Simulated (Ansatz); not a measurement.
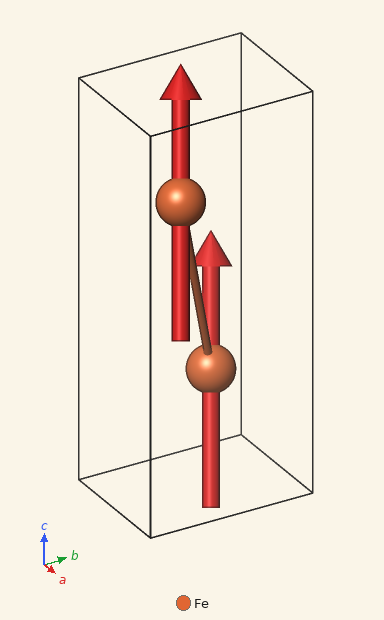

This ball-and-stick model is shown slightly off an axis. The parallelepiped is the simulation cell. Arrows are the site magnetic moments above 0.25 μB; longer means larger, and red and blue are up and down (without spin-orbit coupling the axis itself is arbitrary).

This is the state reached for Fe. Run with DFT PBE, scalar-relativistic, plane waves, PAW in Ansatz and these settings: a kinetic-energy cutoff of 420 eV, k-grid 18×18×10, Gaussian smearing of 0.1 eV, collinear spins.

What order do the moments form, and how large are they?

Ferromagnetic (within this cell). Site moments: 2 Fe +2.6 μB. The net spin moment of the whole cell is 5.2 μB.

Origin of the cell: a structure listed in the Materials Project, with elements exchanged, so it need not be a known form of the compound. The final geometry of a relaxation with Ansatz 0.2.0, DFT PBE, scalar-relativistic, plane waves, PAW is shown.
